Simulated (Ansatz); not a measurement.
# Run report: ZnS, geometry relaxation (part 2 of 2)

ZnS (F-43m, 2 atoms in the cell); DFT, HSE06, plane waves, PAW, no spin polarisation (Ansatz 0.2.0); cutoff 420 eV, 6×6×6 k-mesh, Fermi–Dirac smearing of 0.02 eV. The structure derives from an entry of the Crystallography Open Database. The geometry comes from this level: r2SCAN.

Geometry of the input (Å; fractional positions):
```
0.0000  2.6941  2.6941
2.6941  0.0000  2.6941
2.6941  2.6941  0.0000
Zn 0.2500  0.2500  0.2500
S  0.0000  0.0000  0.0000
```

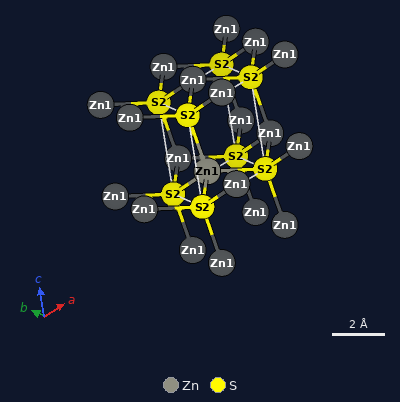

Fig. 1: The geometry at step 2 of the log (ball-and-stick view of the cell of the calculation, seen slightly off an axis; neighbours outside the cell are drawn fainter; atoms are numbered from 1 in the order of the input).

What the program printed, continued:
```
SCF iter   1: F=—  HF=-4223.401992 eV  |F-HF|=—  |Δ(HF+E_count)|=         —  Δρ=1.11e-4  dr2=2.58e-6  ethr=3.61e-7  ⟨swp⟩=3.2  Hψ=503  notcnv=0
preconditioner: auto → none  [insulator: Δε(μ)=3.281 eV  Ē_g=14.513 eV  σ=0.020 eV  W_gap=1.00  n_scr=14 (ndim 8)  ℏωp=24.9 eV  f_vac=0.031  D(μ)=0.00/eV (n_scr^D=0)]
SCF iter   2: F=—  HF=-4223.401992 eV  |F-HF|=—  |Δ(HF+E_count)|=   7.50e-7  Δρ=1.44e-5  dr2=4.76e-8  ethr=1.39e-8  ⟨swp⟩=4.0  Hψ=561  notcnv=0
SCF iter   3: F=—  HF=-4223.401992 eV  |F-HF|=—  |Δ(HF+E_count)|=   1.43e-7  Δρ=1.32e-5  dr2=3.25e-8  ethr=1.72e-10  ⟨swp⟩=4.0  Hψ=570  notcnv=0
SCF iter   4: F=—  HF=-4223.401992 eV  |F-HF|=—  |Δ(HF+E_count)|=   3.39e-9  Δρ=4.88e-6  dr2=3.73e-9  ethr=1.68e-10  ⟨swp⟩=2.2  Hψ=355  notcnv=0
SCF iter   5: F=—  HF=-4223.401992 eV  |F-HF|=—  |Δ(HF+E_count)|=   5.11e-9  Δρ=6.30e-7  dr2=2.18e-10  ethr=1.82e-11  ⟨swp⟩=3.0  Hψ=407  notcnv=0
SCF iter   6: F=-4223.401992 eV  HF=-4223.401992 eV  |F-HF|=4.91e-11  |Δ(HF+E_count)|=  4.55e-11  Δρ=4.15e-7  dr2=4.34e-11  ethr=1.16e-12  ⟨swp⟩=4.0  Hψ=498  notcnv=0
SCF 9 stopped early in 6 iterations: F = -4223.401992 eV  dr2 = 4.34e-11
hybrid outer 2: dexx = +1.969e-7 eV, tail = 9.03e-9 eV, Δε = 1.47e-3 eV (about 4.51e-5 eV left of the loop's levels)
Exchange kernel: α = 0.2500, screened, ω = 0.2079 Å⁻¹, Wigner–Seitz truncation, v(0) = 1046.3944 eV·Å³, q-mesh 6×6×6, nearest image of the exchange supercell L = 23.02 Å, pair-density grid 15×15×15, without the augmentation charges, whose exchange is taken in its separable form by FFT convolution over the k-point mesh (sized by the pseudopotential files, 24×24×24 at the most), smooth part of the exact exchange by density-matrix convolution
Frozen-core exchange: fock
SCF iter   1: F=—  HF=-4223.401992 eV  |F-HF|=—  |Δ(HF+E_count)|=         —  Δρ=1.65e-6  dr2=6.88e-10  ethr=2.51e-10  ⟨swp⟩=5.6  Hψ=576  notcnv=0
preconditioner: auto → none  [insulator: Δε(μ)=3.281 eV  Ē_g=14.511 eV  σ=0.020 eV  W_gap=1.00  n_scr=14 (ndim 8)  ℏωp=24.9 eV  f_vac=0.031  D(μ)=0.00/eV (n_scr^D=0)]
SCF iter   2: F=-4223.401992 eV  HF=-4223.401992 eV  |F-HF|=9.09e-13  |Δ(HF+E_count)|=  2.24e-10  Δρ=7.37e-8  dr2=1.68e-12  ethr=2.72e-12  ⟨swp⟩=4.0  Hψ=540  notcnv=0
SCF 10 converged in 2 iterations: F = -4223.401992 eV  dr2 = 1.68e-12
  Residual-converged pass: ⟨swp⟩=4.3  Hψ=609  notcnv=0  max |occ|·‖R‖ = 9.1e-9 eV (tolerance 1.0e-8 eV)  dr2=1.68e-12  dr2_onsite=1.42e-12  max |Δocc| = 0.0e0
hybrid outer 3: dexx = +3.598e-11 eV, tail = 7.44e-12 eV, Δε = 1.24e-5 eV (about 7.44e-7 eV left of the loop's levels)
relax step   3: F+E_penalty+E_count = -4223.40199174 eV  Δ(F+E_penalty+E_count) = -4.592e-4 eV  max|allowed force component| = 8.327e-17 eV/Å  Δτ_max = 0.0000 Å  P = +0.022 GPa  Ω = 39.917 Å³  energy of the carried Pulay correction = -5.449e-4 eV  (14 SCF iters, accepted)
Exchange kernel: α = 0.2500, screened, ω = 0.2079 Å⁻¹, Wigner–Seitz truncation, v(0) = 1046.3944 eV·Å³, q-mesh 6×6×6, nearest image of the exchange supercell L = 23.02 Å, pair-density grid 15×15×15, without the augmentation charges, whose exchange is taken in its separable form by FFT convolution over the k-point mesh (sized by the pseudopotential files, 24×24×24 at the most), smooth part of the exact exchange by density-matrix convolution
Frozen-core exchange: fock
iter 1 solved again at ethr=1.49e-9 eV; its pass at ethr=1.00e-1 eV (dr2=2.68e-7 eV) is discarded
SCF iter   1: F=—  HF=-4223.402345 eV  |F-HF|=—  |Δ(HF+E_count)|=         —  Δρ=1.68e-4  dr2=4.89e-7  ethr=1.49e-9  ⟨swp⟩=14.1  Hψ=1726  notcnv=0
preconditioner: auto → none  [insulator: Δε(μ)=3.647 eV  Ē_g=14.839 eV  σ=0.020 eV  W_gap=1.00  n_scr=14 (ndim 8)  ℏωp=24.9 eV  f_vac=0.031  D(μ)=0.00/eV (n_scr^D=0)]
SCF iter   2: F=—  HF=-4223.402496 eV  |F-HF|=—  |Δ(HF+E_count)|=   1.51e-4  Δρ=9.62e-5  dr2=5.92e-7  ethr=1.49e-9  ⟨swp⟩=4.0  Hψ=600  notcnv=0
SCF iter   3: F=—  HF=-4223.402540 eV  |F-HF|=—  |Δ(HF+E_count)|=   4.46e-5  Δρ=2.86e-5  dr2=1.23e-7  ethr=1.49e-9  ⟨swp⟩=4.0  Hψ=563  notcnv=0
iter 4 solved again at ethr=3.71e-12 eV; its pass at ethr=4.38e-10 eV (dr2=6.68e-10 eV) is discarded
SCF iter   4: F=—  HF=-4223.402544 eV  |F-HF|=—  |Δ(HF+E_count)|=   4.16e-6  Δρ=4.43e-6  dr2=2.03e-9  ethr=3.71e-12  ⟨swp⟩=2.1  Hψ=976  notcnv=0
SCF iter   5: F=—  HF=-4223.402545 eV  |F-HF|=—  |Δ(HF+E_count)|=   2.64e-7  Δρ=1.36e-6  dr2=2.27e-10  ethr=3.71e-12  ⟨swp⟩=4.9  Hψ=734  notcnv=0  defer=40
SCF iter   6: F=-4223.402544 eV  HF=-4223.402545 eV  |F-HF|=1.35e-7  |Δ(HF+E_count)|=   4.79e-9  Δρ=1.00e-6  dr2=2.87e-11  ethr=1.26e-12  ⟨swp⟩=4.8  Hψ=729  notcnv=0  defer=5
SCF 11 stopped early in 6 iterations: F = -4223.402544 eV  dr2 = 2.87e-11
hybrid outer 1: dexx = +4.113e-7 eV, tail = 7.67e-9 eV
Exchange kernel: α = 0.2500, screened, ω = 0.2079 Å⁻¹, Wigner–Seitz truncation, v(0) = 1046.3944 eV·Å³, q-mesh 6×6×6, nearest image of the exchange supercell L = 23.02 Å, pair-density grid 15×15×15, without the augmentation charges, whose exchange is taken in its separable form by FFT convolution over the k-point mesh (sized by the pseudopotential files, 24×24×24 at the most), smooth part of the exact exchange by density-matrix convolution
Frozen-core exchange: fock
SCF iter   1: F=—  HF=-4223.402545 eV  |F-HF|=—  |Δ(HF+E_count)|=         —  Δρ=1.91e-6  dr2=6.71e-10  ethr=2.13e-10  ⟨swp⟩=9.9  Hψ=769  notcnv=0
SCF iter   2: F=-4223.402545 eV  HF=-4223.402545 eV  |F-HF|=5.86e-9  |Δ(HF+E_count)|=   5.17e-9  Δρ=8.99e-7  dr2=1.73e-11  ethr=3.67e-12  ⟨swp⟩=4.0  Hψ=543  notcnv=0
SCF 12 converged in 2 iterations: F = -4223.402545 eV  dr2 = 1.73e-11
  Residual-converged pass: ⟨swp⟩=4.5  Hψ=618  notcnv=0  max |occ|·‖R‖ = 9.8e-9 eV (tolerance 1.0e-8 eV)  dr2=1.76e-11  dr2_onsite=4.61e-12  max |Δocc| = 0.0e0
hybrid outer 2: dexx = +7.985e-11 eV, tail = 4.51e-11 eV, Δε = 8.48e-5 eV (about 8.04e-6 eV left of the loop's levels)
relax step   4: F+E_penalty+E_count = -4223.40254467 eV  Δ(F+E_penalty+E_count) = -5.529e-4 eV  max|allowed force component| = 7.864e-17 eV/Å  Δτ_max = 0.0000 Å  P = +0.022 GPa  Ω = 39.917 Å³  stress off target by 2.19e-2 GPa  SCF on the basis re-selected at this cell (its energy is not comparable with the rows above)  (8 SCF iters)
```

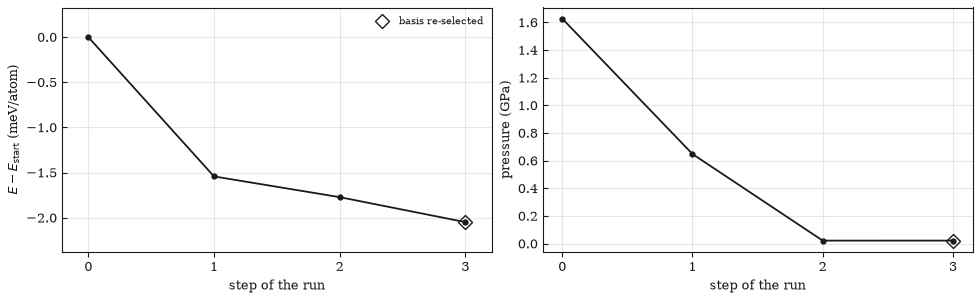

Fig. 2: Progress of the relaxation, step by step (the first geometry is step 0 here and step 1 in the log).

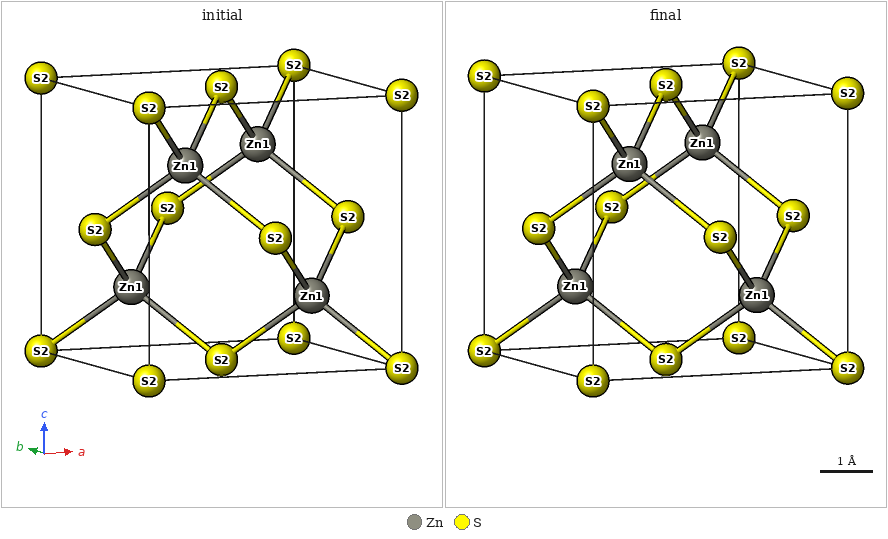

Fig. 3: Before (left) and after (right) the relaxation, at one scale (ball-and-stick view of the cell 4 times as large as that of the calculation, set on its symmetry axes, seen slightly off an axis). No atom moves by more than 0.005 Å relative to the cell. The drawn cell changes as follows: a = b = c 5.388 → 5.425 Å (+0.7 %); the volume changes by +2.1 %. Among the contacts that change: Zn1–S2 2.333 → 2.349 Å. The space group stays F-43m (No. 216). Over 2 geometry steps the energy falls by 1.8 meV per atom. All forces vanish by symmetry, so only the cell relaxes. Pressure: 1.63 GPa at the start and 0.02 GPa at the end. A last SCF at the same geometry on a re-selected plane-wave basis shifts the energy by −0.3 meV per atom. (Atoms are counted from 1 in the order of the input.)

```
basis re-selected at this cell: Δ(F+E_penalty+E_count) = -5.529e-4 eV, ΔP = +0.000 GPa vs the last step (what re-selecting the basis moved, of the pressure what is left beyond the Pulay correction that the steps carried, after the strain that the cell walked since its last selection, with what the two solves' SCF thresholds leave and, on support functions, any second-order correction that the steps lacked; it is no measure of the basis error at this ecutwfc). This SCF's stress stands 2.19e-2 GPa from its target on what of the cell is left free (relax.cell.stress_tol is 5.00e-2 GPa) and its largest allowed force component is 7.86e-17 eV/Å (relax.f_tol is 5.00e-3 eV/Å): within both
hybrid SCF converged: 2 outer / 8 inner (+0 warm-up), last move |dexx| = 7.99e-11 eV, tail = 4.51e-11 eV
Stability not checked: this state was not tested for a lower state beside it, because the functional holds exact exchange (a hybrid, or Hartree-Fock), whose exchange loop this test does not read (fock_operator; see scf.lower_state_search)
Free energy (F): -4223.402545 eV
Frozen-core exchange: fock
Harris-Foulkes:  -4223.402545 eV  (|F-HF|=5.86e-9)
Internal energy: -4223.402545 eV  (E = F + TS)
E sigma→0 (E₀):  -4223.402545 eV
Fermi energy:    6.555951 eV
--- Per-component energies (eV) ---
  E_band       = -29.104637
  E_kinetic    = 237.505690
  E_local      = -2058.653606  (includes V_loc(G=0)·N_el)
  E_nonlocal   = 647.397548
  E_hartree    = 865.482788
  E_xc         = -186.530385
  E_vxc        = -111.587137  (∫ρ·V_xc dr)
  E_exx        = -53.191027  (= α·E_x^exact, valence–valence)
  E_paw        = -2427.448008  (= ΣΔE_a)
  E_vpaw       = -368.350278  (= ΣTr[D̂ρ^β])
  E_aug_tail   = -0.000368  (compensation charges beyond the density's cutoff)
  E_ewald      = -1248.512495
  E_core_change = 0.547318  (= ΣΔE_core)
  E_smearing   = -0.000000  (= −TS)
  E_closure    = -0.000000  (closes the sum)
  Σ components = -4223.402545   (vs F -4223.402545, Δ=0.00e0)
--- Forces (eV/Å), atoms counted from 1 ---
  atom   1  Zn    -0.00000000     0.00000000     0.00000000
  atom   2  S      0.00000000    -0.00000000    -0.00000000
  max |Σ_I F_I| component: 2.78e-17 eV/Å
--- Stress (GPa, compression-positive) ---
        0.021950      -0.000000      -0.000000
       -0.000000       0.021950       0.000000
       -0.000000       0.000000       0.021950
  P = ⅓ Tr σ = 0.0219 GPa (0.219 kbar)
--- Band table (eV; the first three rows and the last of 16) ---
  k-point 0: bands = ["-9.3219", "-2.9595", "-2.9595", "-2.9595", "-2.5323", "-2.5323", "4.9046", "4.9046", "4.9046", "8.1854", "12.5967"]
  k-point 1: bands = ["-9.1084", "-2.9280", "-2.9280", "-2.9187", "-2.5341", "-2.5341", "3.1611", "4.6523", "4.6523", "9.3150", "12.5410"]
  k-point 2: bands = ["-8.6298", "-2.8751", "-2.8751", "-2.6836", "-2.5236", "-2.5236", "0.7118", "4.2101", "4.2101", "9.5741", "13.2362"]
  k-point 15: bands = ["-8.0350", "-2.8030", "-2.7179", "-2.6179", "-2.5086", "-2.1406", "0.0992", "2.1401", "2.2277", "10.8077", "11.5713"]
  guard bands above this table: 2 of the run's 13 bands. The solve was not asked for them (output.publish_guard_bands: true or output.eigenvalues: true publishes all)
--- Relaxed structure (3 steps of the walk, 3 accepted, 1 SCFs on fresh bases) ---
  F+E_penalty+E_count = -4223.40254467 eV   max|allowed force component| = 7.864e-17 eV/Å   (the final SCF, on the basis selected at the relaxed cell)
  cell:  # Å, volume = 39.9167 Å³
    - [1.73561109870506e-33, 2.7125326062833723, 2.7125326062833723]
    - [2.7125326062833723, 1.5063193572247585e-33, 2.7125326062833723]
    - [2.7125326062833723, 2.7125326062833723, 4.4074968084546856e-33]
  atoms:
    - { symbol: Zn, position: [0.25, 0.25, 0.25] }
    - { symbol: S, position: [-1.523230728524526e-34, 2.051122705403858e-34, 2.7146818731673204e-34] }
```

File rho_z.tsv:
```
# z_ang	rho[e/angstrom^3]
# format = ansatz-planar-average/11
# lattice	0.000000000	2.712532606	2.712532606
# lattice	2.712532606	0.000000000	2.712532606
# lattice	2.712532606	2.712532606	0.000000000
# sites	2
# site	30	1.356266303	1.356266303	1.356266303
# site	16	0.000000000	0.000000000	0.000000000
0.000000	3.872256e-1
0.142078	4.329316e-1
0.284156	5.003682e-1
0.426233	6.155765e-1
0.568311	8.182291e-1
0.710389	1.106380e0
0.852467	1.359395e0
0.994545	1.390460e0
1.136622	1.147545e0
1.278700	7.826439e-1
1.420778	4.761996e-1
1.562856	2.879977e-1
1.704934	1.878575e-1
1.847011	1.346603e-1
1.989089	1.059911e-1
2.131167	9.333102e-2
2.273245	9.228698e-2
2.415322	1.002151e-1
2.557400	1.161700e-1
2.699478	1.400260e-1
2.841556	1.714287e-1
2.983634	2.082221e-1
3.125711	2.462497e-1
3.267789	2.805012e-1
3.409867	3.080338e-1
3.551945	3.307028e-1
3.694023	3.547182e-1
```

File v_z.tsv:
```
# z_ang	v_es[eV]	v_tot[eV]
# format = ansatz-planar-average/11
# xc	hse06
# density_cutoff_ev	1680
# datasets	Zn=:simpson_from_first_knot:soft:fock:shift=0	S=:simpson_from_first_knot:soft:fock:shift=0
# lattice	0.000000000	2.712532606	2.712532606
# lattice	2.712532606	0.000000000	2.712532606
# lattice	2.712532606	2.712532606	0.000000000
# sites	2
# site	30	1.356266303	1.356266303	1.356266303
# site	16	0.000000000	0.000000000	0.000000000
0.000000	-2.676348e-1	-9.629152e0
0.142078	-1.325664e0	-1.094432e1
0.284156	-2.200212e0	-1.203602e1
0.426233	-2.716722e0	-1.269445e1
0.568311	-2.730122e0	-1.277497e1
0.710389	-2.205663e0	-1.223149e1
0.852467	-1.313164e0	-1.119772e1
0.994545	-3.072911e-1	-9.903851e0
1.136622	6.747950e-1	-8.495153e0
1.278700	1.687498e0	-6.940142e0
1.420778	2.808716e0	-5.170712e0
1.562856	4.029265e0	-3.242423e0
1.704934	5.314720e0	-1.259654e0
1.847011	6.611465e0	6.043300e-1
1.989089	7.782680e0	2.039534e0
2.131167	8.628611e0	2.915730e0
2.273245	9.070190e0	3.385800e0
2.415322	9.239042e0	3.540364e0
2.557400	9.189645e0	3.312841e0
2.699478	8.848852e0	2.687065e0
2.841556	8.108786e0	1.591472e0
2.983634	6.914326e0	-1.740752e-2
3.125711	5.422197e0	-1.929714e0
3.267789	3.925534e0	-3.844829e0
3.409867	2.677433e0	-5.530595e0
3.551945	1.711801e0	-6.945154e0
3.694023	7.832565e-1	-8.271995e0
```

Trajectory as extended XYZ (Å, eV, eV/Å), 4 frames, from step=1 to step=4:
```
2
Lattice="0.0000 2.6941 2.6941 2.6941 0.0000 2.6941 2.6941 2.6941 0.0000" Properties=species:S:1:pos:R:3:forces:R:3 step=1 energy=-4223.39845 pressure_GPa=1.63
Zn    1.3470    1.3470    1.3470    0.0000   0.0000   0.0000
S     0.0000    0.0000    0.0000    0.0000   0.0000   0.0000
2
Lattice="0.0000 2.7051 2.7051 2.7051 0.0000 2.7051 2.7051 2.7051 0.0000" Properties=species:S:1:pos:R:3:forces:R:3 step=2 energy=-4223.40153 pressure_GPa=0.65
Zn    1.3526    1.3526    1.3526    0.0000   0.0000   0.0000
S     0.0000    0.0000    0.0000    0.0000   0.0000   0.0000
2
Lattice="0.0000 2.7125 2.7125 2.7125 0.0000 2.7125 2.7125 2.7125 0.0000" Properties=species:S:1:pos:R:3:forces:R:3 step=3 energy=-4223.40199 pressure_GPa=0.02
Zn    1.3563    1.3563    1.3563    0.0000   0.0000   0.0000
S     0.0000    0.0000    0.0000    0.0000   0.0000   0.0000
2
Lattice="0.0000 2.7125 2.7125 2.7125 0.0000 2.7125 2.7125 2.7125 0.0000" Properties=species:S:1:pos:R:3:forces:R:3 step=4 energy=-4223.40254 pressure_GPa=0.02
Zn    1.3563    1.3563    1.3563    0.0000   0.0000   0.0000
S     0.0000    0.0000    0.0000    0.0000   0.0000   0.0000
```

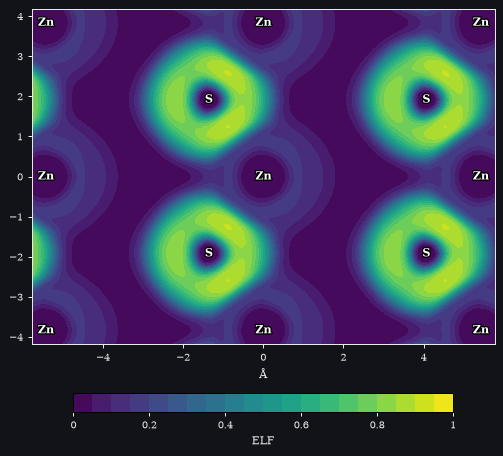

Fig. 4: ELF on the (011) plane of the conventional cell. Atoms in the plane: Zn and S. Zn–S (2.35 Å): the ELF is about 0.55 at the midpoint. Core electrons are frozen (PAW), so the fields are smoothed inside the atomic spheres.

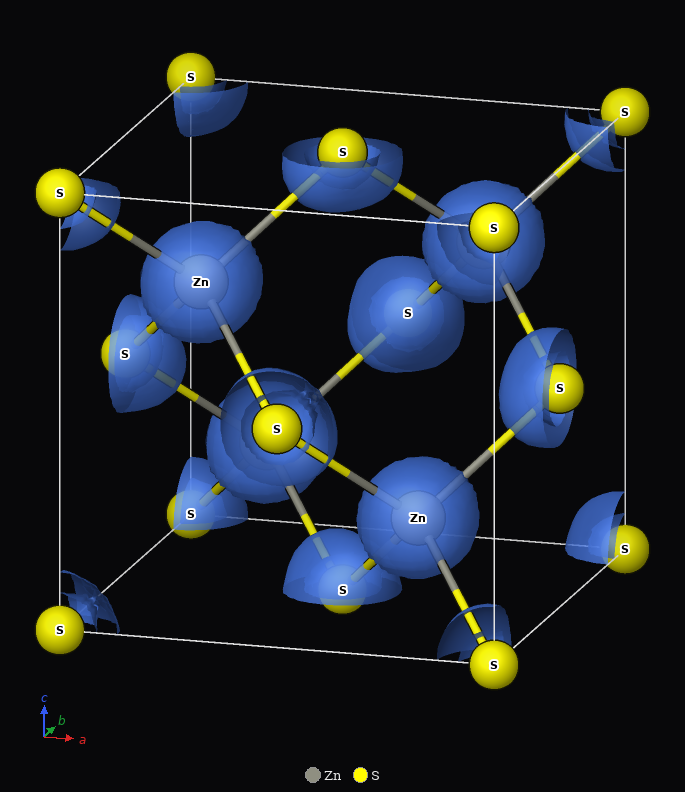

Fig. 5: Isosurface of the valence pseudo-density at 1 e/Å³ (blue), seen slightly off an axis. Sticks mark near contacts. The outline is the cell set on symmetry axes. At this value the density breaks into separate islands; it holds about 55 % of the electrons treated as valence. It is pinched off along the Zn–S (2.35 Å) contacts. On the grid the lowest density along these lines, outside the cores, is 0.46 e/Å³ (Zn–S, 2.35 Å).

Key numbers:

```csv
quantity,value
outcome,converged
space group (tolerance 0.01 Å),F-43m (216)
electrons treated,18
free energy,−4223.4025 eV
Fermi energy,6.556 eV
gap on the k-point mesh,3.28 eV
pressure,0.02 GPa
final volume,39.92 Å³
largest force (length of the vector) at the end,under 0.001 eV/Å
final cell,"a = 3.836 Å, b = 3.836 Å, c = 3.836 Å, α = 60.00°, β = 60.00°, γ = 60.00°"
hardware,"2 threads of Arm Neoverse V1, 24 GiB of memory available, shared host"
wall time,63 s (CPU time 1.9 min)
peak memory,1.1 GiB
```
